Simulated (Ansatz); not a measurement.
# Geometry relaxation, with input and output: Ti₈Si₁₆H (part 1 of 3)

The run: geometry relaxation of Ti₈Si₁₆H (defect cell, 25 atoms in the cell). Method and program: DFT PBE, scalar-relativistic, plane waves, PAW, no spin polarisation (Ansatz 0.2.0).

The structure derives from a Materials Project entry. It belongs to a series of runs on one base structure; here: H interstitial, charge +0, atoms relaxed.

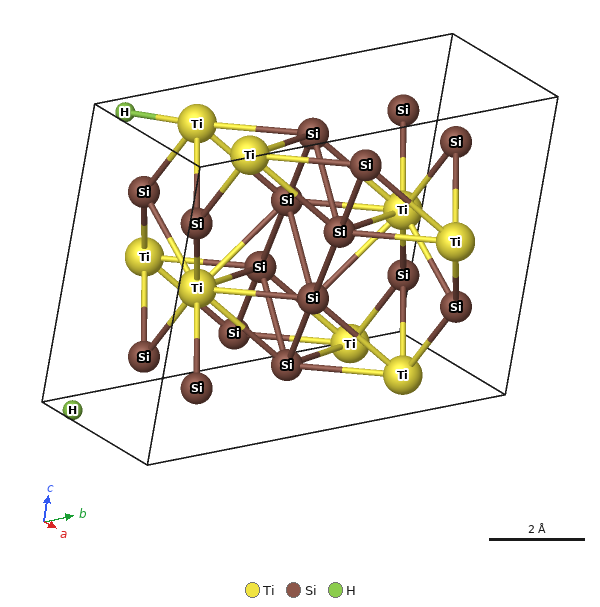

Figure 1. The starting structure (ball-and-stick view of the cell of the calculation, seen slightly off an axis). An atom can appear more than once, as a periodic image.

Input
```yaml
crystal:
  lattice:
    - [0.0, 0.0, -7.1584442808]
    - [-1.7738039275, -6.7803428759, -3.5792221404]
    - [-7.0952157102, 0.0, -3.5792221404]
  atoms:
    - { symbol: Ti, position: [0.2023857889, 0.7936378962, 0.051590526] }
    - { symbol: Ti, position: [0.7023857889, 0.7936378962, 0.051590526] }
    - { symbol: Ti, position: [0.9523857889, 0.7936378962, 0.551590526] }
    - { symbol: Ti, position: [0.4523857889, 0.7936378962, 0.551590526] }
    - { symbol: Ti, position: [0.0476142111, 0.2063621038, 0.448409474] }
    - { symbol: Ti, position: [0.5476142111, 0.2063621038, 0.448409474] }
    - { symbol: Ti, position: [0.7976142111, 0.2063621038, 0.948409474] }
    - { symbol: Ti, position: [0.2976142111, 0.2063621038, 0.948409474] }
    - { symbol: Si, position: [0.4556393567, 0.1182950488, 0.2204262378] }
    - { symbol: Si, position: [0.9556393567, 0.1182950488, 0.2204262378] }
    - { symbol: Si, position: [0.2056393567, 0.1182950488, 0.7204262378] }
    - { symbol: Si, position: [0.7056393567, 0.1182950488, 0.7204262378] }
    - { symbol: Si, position: [0.7943606433, 0.8817049512, 0.2795737622] }
    - { symbol: Si, position: [0.2943606433, 0.8817049512, 0.2795737622] }
    - { symbol: Si, position: [0.5443606433, 0.8817049512, 0.7795737622] }
    - { symbol: Si, position: [0.0443606433, 0.8817049512, 0.7795737622] }
    - { symbol: Si, position: [0.6876288979, 0.4996562723, 0.3750859319] }
    - { symbol: Si, position: [0.1876288979, 0.4996562723, 0.3750859319] }
    - { symbol: Si, position: [0.4376288979, 0.4996562723, 0.8750859319] }
    - { symbol: Si, position: [0.9376288979, 0.4996562723, 0.8750859319] }
    - { symbol: Si, position: [0.5623711021, 0.5003437277, 0.1249140681] }
    - { symbol: Si, position: [0.0623711021, 0.5003437277, 0.1249140681] }
    - { symbol: Si, position: [0.3123711021, 0.5003437277, 0.6249140681] }
    - { symbol: Si, position: [0.8123711021, 0.5003437277, 0.6249140681] }
    - { symbol: H, position: [0.1294095112, 0.0491166381, 0.9884507553] }
basis:
  ecutwfc: 420
  xc_grid: 2
kpoints:
  mp_grid: { grid: [4, 4, 4], shift: [0.0, 0.0, 0.0] }
hamiltonian:
  xc: pbe
scf:
  occupations: { method: gaussian, width: 0.1 }
output:
  forces: true
  stress: false
  eigenvalues: true
  write_density: true
  write_potential: true
  elf: true
  volumetric_format: npy
relax:
  adjacent_minimum: "off"
  f_tol: 0.02
  max_steps: 60
```

Command:
```bash
ansatz run input.yaml --threads 4 --pin off --max-ram 10240MiB --backend cpu --events-out ev --progress --plain --runs-dir out
```

What the program printed
```
Engine: ansatz 0.2.0, aarch64-unknown-linux-gnu
Pseudopotentials: kind: paw
Pseudopotential: Ti, paw, valence charge 12, recommended cutoff 420 eV (normal), Ti.paw.azcp
Pseudopotential: Si, paw, valence charge 4, recommended cutoff 420 eV (normal), Si.paw.azcp
Pseudopotential: H, paw, valence charge 1, recommended cutoff 420 eV (normal), H.paw.azcp
Functional definition: PBE
  parameter kappa = 0.804
  parameter beta = 0.06672455060314922
  exchange = pbe_x(kappa = kappa, mu = beta*pi^2/3)
  correlation = pbe_c(beta = beta)
Crystal: 25 atoms, lattice volume = 344.378 Å³
Basis set: ecut = 420 eV, 6739 PW (Γ), exchange–correlation on 96×108×108 points (8 copies of the dense FFT grid, shifted against one another)
Bands: 106, of which v1, the nominal top of the filled ones, is band 81 counted from 1 (80 counted from 0)
Symmetry: 1 space group operations
Space group: P1 (ITA 1), of the structure as read, at distance tolerance 7.0e-5 Å
k-points: 36 of 64 (time reversal used)
Non-local potential: Ti, projectors of the file, l = 0: 3, l = 1: 2, l = 2: 3, l = 3: 1
Non-local potential: Si, projectors of the file, l = 0: 2, l = 1: 2, l = 2: 2
Non-local potential: H, projectors of the file, l = 0: 2, l = 1: 1
PAW form: soft (Blöchl's): semilocal exchange-correlation on the pseudo side does not see the compensation charge
PAW one-centre angular grid: Ti, 590 points (default); XC on 64 Gauss nodes
PAW one-centre angular grid: Si, 110 points (default); XC on 64 Gauss nodes
PAW one-centre angular grid: H, 110 points (default); XC on 64 Gauss nodes
Initial density: superposition of atomic densities (neutral atoms: chi_scale 0, normalization atom), corrected by the library's trained network
Initial wavefunctions: pseudopotential atomic-orbital guess
Functional: x = pbe(κ = 0.804, μ = 0.2195149727645171), c = pbe(β = 0.06672455060314922)
SCF iter   1: F=—  HF=-30198.316464 eV  |F-HF|=—  |Δ(HF+E_count)|=         —  Δρ=7.24e-3  dr2=2.80e-1  ethr=1.77e-3  ⟨swp⟩=7.6  Hψ=17647  notcnv=0
preconditioner: auto → Kerker (q_TF=auto, 2.404 Å⁻¹)  [metal: Δε(μ)=0.007 eV  Ē_g=6.494 eV  σ=0.100 eV  W_gap=0.04  n_scr=76 (ndim 8)  ℏωp=19.7 eV  f_vac=0.000  D(μ)=7.12/eV (n_scr^D=46)]
SCF iter   2: F=—  HF=-30198.287837 eV  |F-HF|=—  |Δ(HF+E_count)|=   2.86e-2  Δρ=2.85e-3  dr2=4.45e-2  ethr=1.74e-4  ⟨swp⟩=2.0  Hψ=4972  notcnv=0  defer=393
SCF iter   3: F=—  HF=-30198.283536 eV  |F-HF|=—  |Δ(HF+E_count)|=   4.30e-3  Δρ=7.43e-4  dr2=3.63e-3  ethr=2.76e-5  ⟨swp⟩=2.0  Hψ=3840  notcnv=0  defer=393
SCF iter   4: F=—  HF=-30198.283345 eV  |F-HF|=—  |Δ(HF+E_count)|=   1.92e-4  Δρ=1.62e-4  dr2=1.48e-4  ethr=2.25e-6  ⟨swp⟩=2.0  Hψ=4275  notcnv=0  defer=371
iter 5 did not close the SCF: its close was put off for the readings that it lacked (scf_convergence_deferred on its scf_iter line)
SCF iter   5: F=-30198.283321 eV  HF=-30198.283323 eV  |F-HF|=2.18e-6  |Δ(HF+E_count)|=   2.14e-5  Δρ=3.06e-5  dr2=4.68e-6  ethr=9.19e-8  ⟨swp⟩=2.0  Hψ=4875  notcnv=0  defer=293
SCF iter   6: F=-30198.283323 eV  HF=-30198.283323 eV  |F-HF|=2.61e-7  |Δ(HF+E_count)|=   7.72e-8  Δρ=8.23e-6  dr2=3.71e-7  ethr=2.91e-9  ⟨swp⟩=15.2  Hψ=29609  notcnv=0
SCF 1 converged in 6 iterations: F = -30198.283323 eV  dr2 = 3.71e-7
  greatest PAW one-centre occupation: 0.999 electrons in one spin orbital (limit 2), on the Ti atom at site 1 (counted from 0), in its partial waves of l = 0
relax step   1: F+E_penalty+E_count = -30198.28332296 eV  Δ(F+E_penalty+E_count) = +0.000e0 eV  max|allowed force component| = 1.237e0 eV/Å  Δτ_max = 0.0000 Å  (6 SCF iters, dr2 threshold 1.00e-5 eV, accepted)
Initial density: handed on by an earlier stage of this run
Initial wavefunctions: those handed on with the density
iter 1 solved again at ethr=2.02e-4 eV; its pass at ethr=3.10e-3 eV (dr2=3.26e-1 eV) is discarded
SCF iter   1: F=—  HF=-30198.525906 eV  |F-HF|=—  |Δ(HF+E_count)|=         —  Δρ=6.01e-3  dr2=3.21e-1  ethr=2.02e-4  ⟨swp⟩=1.0  Hψ=10434  notcnv=0  defer=606
preconditioner: auto → Kerker (q_TF=auto, 2.404 Å⁻¹)  [metal: Δε(μ)=0.017 eV  Ē_g=6.546 eV  σ=0.100 eV  W_gap=0.10  n_scr=76 (ndim 8)  ℏωp=19.7 eV  f_vac=0.000  D(μ)=7.77/eV (n_scr^D=54)]
SCF iter   2: F=—  HF=-30198.503628 eV  |F-HF|=—  |Δ(HF+E_count)|=   2.23e-2  Δρ=3.14e-3  dr2=9.48e-2  ethr=1.99e-4  ⟨swp⟩=1.0  Hψ=3211  notcnv=0  defer=606
SCF iter   3: F=—  HF=-30198.493135 eV  |F-HF|=—  |Δ(HF+E_count)|=   1.05e-2  Δρ=3.77e-4  dr2=9.44e-4  ethr=5.89e-5  ⟨swp⟩=2.0  Hψ=4053  notcnv=0  defer=606
iter 4 did not close the SCF: its close was put off for the readings that it lacked (scf_convergence_deferred on its scf_iter line)
SCF iter   4: F=-30198.493056 eV  HF=-30198.493073 eV  |F-HF|=1.70e-5  |Δ(HF+E_count)|=   6.13e-5  Δρ=7.19e-5  dr2=2.76e-5  ethr=5.86e-7  ⟨swp⟩=2.1  Hψ=6052  notcnv=0  defer=606
iter 5 did not close the SCF: its close was put off for the readings that it lacked (scf_convergence_deferred on its scf_iter line)
SCF iter   5: F=-30198.493070 eV  HF=-30198.493071 eV  |F-HF|=1.89e-6  |Δ(HF+E_count)|=   1.91e-6  Δρ=2.47e-5  dr2=2.64e-6  ethr=1.72e-8  ⟨swp⟩=2.4  Hψ=5273  notcnv=0  defer=606
SCF iter   6: F=-30198.493071 eV  HF=-30198.493071 eV  |F-HF|=3.25e-7  |Δ(HF+E_count)|=   4.09e-7  Δρ=8.84e-6  dr2=3.87e-7  ethr=1.64e-9  ⟨swp⟩=15.8  Hψ=30370  notcnv=0
SCF 2 converged in 6 iterations: F = -30198.493071 eV  dr2 = 3.87e-7
relax step   2: F+E_penalty+E_count = -30198.49307077 eV  Δ(F+E_penalty+E_count) = -2.097e-1 eV  max|allowed force component| = 4.675e-1 eV/Å  Δτ_max = 0.1529 Å  (6 SCF iters, dr2 threshold 9.56e-5 eV, accepted)
SCF iter   1: F=—  HF=-30198.541937 eV  |F-HF|=—  |Δ(HF+E_count)|=         —  Δρ=3.71e-3  dr2=5.14e-2  ethr=1.62e-3  ⟨swp⟩=2.4  Hψ=6212  notcnv=0  defer=609
preconditioner: auto → Kerker (q_TF=auto, 2.404 Å⁻¹)  [metal: Δε(μ)=0.006 eV  Ē_g=6.544 eV  σ=0.100 eV  W_gap=0.04  n_scr=76 (ndim 8)  ℏωp=19.7 eV  f_vac=0.000  D(μ)=7.30/eV (n_scr^D=46)]
SCF iter   2: F=—  HF=-30198.535769 eV  |F-HF|=—  |Δ(HF+E_count)|=   6.17e-3  Δρ=2.19e-3  dr2=1.88e-2  ethr=3.19e-5  ⟨swp⟩=1.1  Hψ=4396  notcnv=0  defer=610
SCF iter   3: F=—  HF=-30198.531395 eV  |F-HF|=—  |Δ(HF+E_count)|=   4.37e-3  Δρ=2.05e-4  dr2=1.69e-4  ethr=1.17e-5  ⟨swp⟩=2.0  Hψ=4944  notcnv=0  defer=610
SCF iter   4: F=—  HF=-30198.531539 eV  |F-HF|=—  |Δ(HF+E_count)|=   1.44e-4  Δρ=5.74e-5  dr2=1.20e-5  ethr=1.05e-7  ⟨swp⟩=2.0  Hψ=4838  notcnv=0  defer=610
iter 5 did not close the SCF: its close was put off for the readings that it lacked (scf_convergence_deferred on its scf_iter line)
SCF iter   5: F=-30198.531538 eV  HF=-30198.531539 eV  |F-HF|=6.38e-7  |Δ(HF+E_count)|=   1.01e-7  Δρ=1.56e-5  dr2=9.83e-7  ethr=7.44e-9  ⟨swp⟩=2.0  Hψ=5687  notcnv=0  defer=610
SCF iter   6: F=-30198.531538 eV  HF=-30198.531539 eV  |F-HF|=5.42e-8  |Δ(HF+E_count)|=   9.30e-8  Δρ=4.50e-6  dr2=8.01e-8  ethr=6.11e-10  ⟨swp⟩=16.1  Hψ=29548  notcnv=0
SCF 3 converged in 6 iterations: F = -30198.531538 eV  dr2 = 8.01e-8
relax step   3: F+E_penalty+E_count = -30198.53153845 eV  Δ(F+E_penalty+E_count) = -3.847e-2 eV  max|allowed force component| = 2.128e-1 eV/Å  Δτ_max = 0.1652 Å  (6 SCF iters, dr2 threshold 1.37e-5 eV, accepted)
SCF iter   1: F=—  HF=-30198.540234 eV  |F-HF|=—  |Δ(HF+E_count)|=         —  Δρ=1.17e-3  dr2=7.98e-3  ethr=2.89e-5  ⟨swp⟩=2.0  Hψ=6735  notcnv=0  defer=559
preconditioner: auto → Kerker (q_TF=auto, 2.404 Å⁻¹)  [metal: Δε(μ)=0.009 eV  Ē_g=6.547 eV  σ=0.100 eV  W_gap=0.05  n_scr=76 (ndim 8)  ℏωp=19.7 eV  f_vac=0.000  D(μ)=7.52/eV (n_scr^D=54)]
SCF iter   2: F=—  HF=-30198.539381 eV  |F-HF|=—  |Δ(HF+E_count)|=   8.53e-4  Δρ=6.56e-4  dr2=2.65e-3  ethr=4.96e-6  ⟨swp⟩=1.0  Hψ=4392  notcnv=0  defer=559
SCF iter   3: F=—  HF=-30198.539044 eV  |F-HF|=—  |Δ(HF+E_count)|=   3.36e-4  Δρ=7.46e-5  dr2=3.92e-5  ethr=1.65e-6  ⟨swp⟩=2.0  Hψ=4750  notcnv=0  defer=559
iter 4 did not close the SCF: its close was put off for the readings that it lacked (scf_convergence_deferred on its scf_iter line)
SCF iter   4: F=-30198.539037 eV  HF=-30198.539039 eV  |F-HF|=1.32e-6  |Δ(HF+E_count)|=   5.82e-6  Δρ=2.07e-5  dr2=2.08e-6  ethr=2.44e-8  ⟨swp⟩=2.0  Hψ=4859  notcnv=0  defer=559
iter 5 did not close the SCF: its close was put off for the readings that it lacked (scf_convergence_deferred on its scf_iter line)
SCF iter   5: F=-30198.539038 eV  HF=-30198.539038 eV  |F-HF|=1.48e-7  |Δ(HF+E_count)|=   2.33e-7  Δρ=6.34e-6  dr2=2.13e-7  ethr=1.29e-9  ⟨swp⟩=2.0  Hψ=5855  notcnv=0  defer=559
SCF iter   6: F=-30198.539038 eV  HF=-30198.539038 eV  |F-HF|=6.69e-9  |Δ(HF+E_count)|=   2.46e-8  Δρ=1.74e-6  dr2=1.12e-8  ethr=1.32e-10  ⟨swp⟩=13.0  Hψ=25531  notcnv=0
SCF 4 converged in 6 iterations: F = -30198.539038 eV  dr2 = 1.12e-8
relax step   4: F+E_penalty+E_count = -30198.53903836 eV  Δ(F+E_penalty+E_count) = -7.500e-3 eV  max|allowed force component| = 3.687e-2 eV/Å  Δτ_max = 0.0405 Å  (6 SCF iters, dr2 threshold 6.47e-6 eV, accepted)
SCF iter   1: F=—  HF=-30198.539293 eV  |F-HF|=—  |Δ(HF+E_count)|=         —  Δρ=2.73e-4  dr2=4.35e-4  ethr=3.51e-6  ⟨swp⟩=2.2  Hψ=6470  notcnv=0
preconditioner: auto → Kerker (q_TF=auto, 2.404 Å⁻¹)  [metal: Δε(μ)=0.009 eV  Ē_g=6.544 eV  σ=0.100 eV  W_gap=0.05  n_scr=76 (ndim 8)  ℏωp=19.7 eV  f_vac=0.000  D(μ)=7.47/eV (n_scr^D=50)]
SCF iter   2: F=—  HF=-30198.539246 eV  |F-HF|=—  |Δ(HF+E_count)|=   4.67e-5  Δρ=1.57e-4  dr2=1.67e-4  ethr=2.70e-7  ⟨swp⟩=1.0  Hψ=4392  notcnv=0
SCF iter   3: F=—  HF=-30198.539210 eV  |F-HF|=—  |Δ(HF+E_count)|=   3.68e-5  Δρ=1.65e-5  dr2=1.41e-6  ethr=1.04e-7  ⟨swp⟩=2.0  Hψ=4528  notcnv=0
SCF iter   4: F=—  HF=-30198.539366 eV  |F-HF|=—  |Δ(HF+E_count)|=   1.57e-4  Δρ=6.39e-6  dr2=1.49e-7  ethr=8.76e-10  ⟨swp⟩=2.0  Hψ=4982  notcnv=0
iter 5 did not close the SCF: its close was put off for the readings that it lacked (scf_convergence_deferred on its scf_iter line)
SCF iter   5: F=-30198.539366 eV  HF=-30198.539366 eV  |F-HF|=7.10e-9  |Δ(HF+E_count)|=   1.21e-8  Δρ=1.61e-6  dr2=1.12e-8  ethr=9.24e-11  ⟨swp⟩=2.6  Hψ=5300  notcnv=0
SCF iter   6: F=-30198.539366 eV  HF=-30198.539366 eV  |F-HF|=6.26e-10  |Δ(HF+E_count)|=   1.75e-9  Δρ=4.78e-7  dr2=8.44e-10  ethr=6.94e-12  ⟨swp⟩=10.6  Hψ=22834  notcnv=0
SCF 5 converged in 6 iterations: F = -30198.539366 eV  dr2 = 8.44e-10
relax step   5: F+E_penalty+E_count = -30198.53936608 eV  Δ(F+E_penalty+E_count) = -3.277e-4 eV  max|allowed force component| = 8.888e-3 eV/Å  Δτ_max = 0.0048 Å  (6 SCF iters, accepted)
```

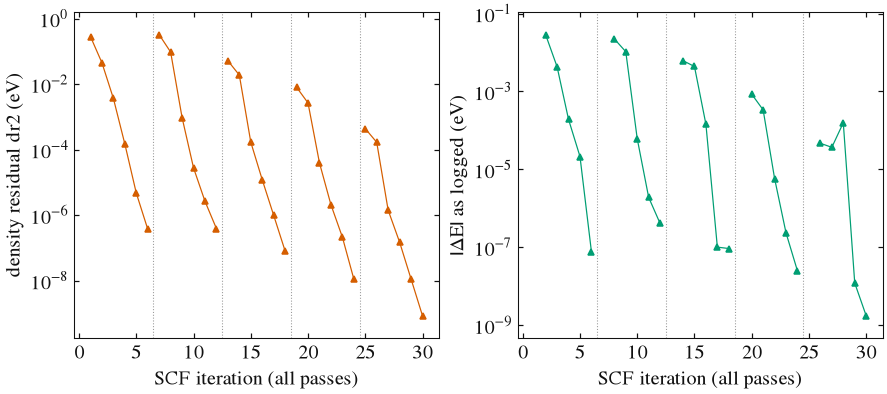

Figure 2. Convergence of the self-consistent field: density residual dr2 and size of the energy change against the SCF iteration. The dotted lines part the SCF passes of the relaxation: geometry steps, rejected trials and re-solves on a re-selected basis. The 5 passes take 6 iterations each, 30 in all.

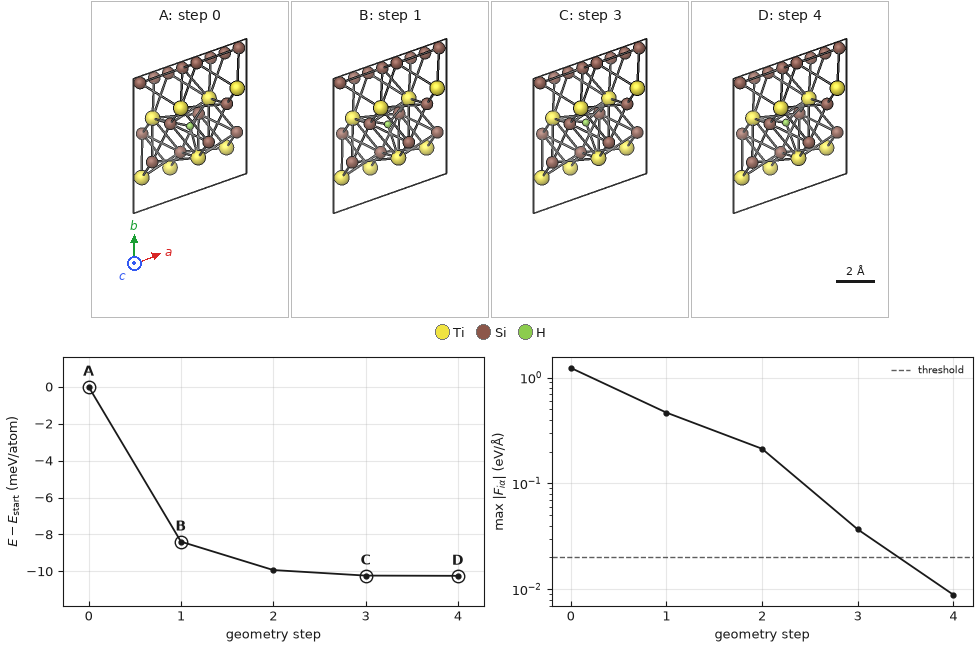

Figure 3. Frames of the relaxation (ball-and-stick view of the cell of the calculation (origin shifted), along the c axis) above the curves, on which the letters mark them (the first geometry is step 0 here and step 1 in the log).

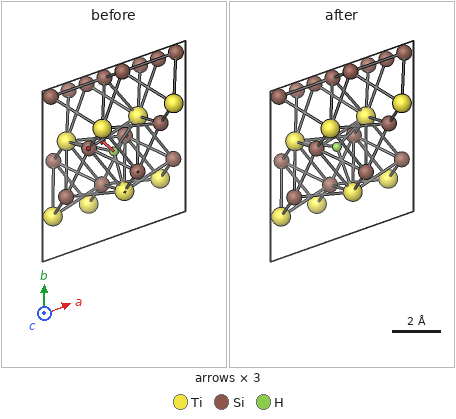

Figure 4. Before (left) and after (right) the relaxation, at one scale (ball-and-stick view of the cell of the calculation (origin shifted), along the c axis). The red arrows give the displacements, magnified 3 times. After 4 geometry steps the energy has fallen by 10.2 meV per atom. Largest force component: 1.2 eV/Å at the start, 0.0089 eV/Å at the end. The largest move is that of H25, 0.29 Å. Largest moves by element: H 0.29 Å, Si 0.08 Å, Ti 0.04 Å. The cell stays as it was. Distances before and after: Ti7–H25 2.227 → 1.950 Å, Ti1–H25 1.740 → 2.015 Å, Ti1–Si11 2.827 → 2.910 Å, Ti1–Si10 2.827 → 2.905 Å. Among the angles that change: Ti1–H25–Ti8 128.8° → 114.6°, Ti7–H25–Ti8 118.1° → 130.9°. (Atoms are counted from 1 in the order of the input.)

```
SCF converged after 6 iterations
Free energy (F): -30198.539366 eV
Harris-Foulkes:  -30198.539366 eV  (|F-HF|=6.26e-10)
Internal energy: -30198.502009 eV  (E = F + TS)
E sigma→0 (E₀):  -30198.520687 eV
Entropy (-TS):   -0.037357 eV (-1.494 meV/atom)
Fermi energy:    12.978775 eV
--- Per-component energies (eV) ---
  E_band       = -904.612235
  E_kinetic    = 2895.245589
  E_local      = -8329.334436  (includes V_loc(G=0)·N_el)
  E_nonlocal   = 476.174676
  E_hartree    = 3621.695044
  E_xc         = -1701.746176
  E_vxc        = -1776.271378  (∫ρ·V_xc dr)
  E_paw        = -16588.962557  (= ΣΔE_a)
  E_vpaw       = -1413.819236  (= ΣTr[D̂ρ^β])
  E_aug_tail   = 0.000051  (compensation charges beyond the density's cutoff)
  E_ewald      = -10571.574201
  E_smearing   = -0.037357  (= −TS)
  E_closure    = 0.000000  (closes the sum)
  Σ components = -30198.539366   (vs F -30198.539366, Δ=0.00e0)
--- Forces (eV/Å), atoms counted from 1 ---
  atom   1  Ti     0.00370889    -0.00836867     0.00103516
  atom   2  Ti     0.00159921    -0.00583973    -0.00025427
  atom   3  Ti    -0.00655712     0.00630129     0.00201676
  atom   4  Ti     0.00268239     0.00888827     0.00007776
  atom   5  Ti    -0.00523432     0.00532507     0.00099531
  atom   6  Ti    -0.00099004     0.00442115     0.00027402
  atom   7  Ti     0.00076731    -0.00779317     0.00204373
  atom   8  Ti     0.00204465    -0.00040914     0.00001202
  atom   9  Si     0.00052685    -0.00027759    -0.00164177
  atom  10  Si    -0.00121249    -0.00075397     0.00052920
  atom  11  Si    -0.00324888     0.00038424    -0.00010691
  atom  12  Si    -0.00114357     0.00197015    -0.00069435
  atom  13  Si    -0.00410634    -0.00061671    -0.00310159
  atom  14  Si    -0.00177160     0.00047031     0.00288616
  atom  15  Si     0.00300740    -0.00110911     0.00053086
  atom  16  Si     0.00631606    -0.00109525    -0.00083594
  atom  17  Si     0.00251851     0.00478865    -0.00023299
  atom  18  Si     0.00465017     0.00120126    -0.00013191
  atom  19  Si    -0.00247784    -0.00418847     0.00357096
  atom  20  Si    -0.00336768    -0.00153102    -0.00379309
  atom  21  Si    -0.00178620    -0.00196358     0.00124356
  atom  22  Si    -0.00344276     0.00221996    -0.00231497
  atom  23  Si     0.00352309    -0.00011708     0.00119782
  atom  24  Si     0.00205712    -0.00026196    -0.00236892
  atom  25  H      0.00193711    -0.00164489    -0.00093625
  max |Σ_I F_I| component: 3.65e-7 eV/Å
--- Band table (eV; the first three rows and the last of 36) ---
```
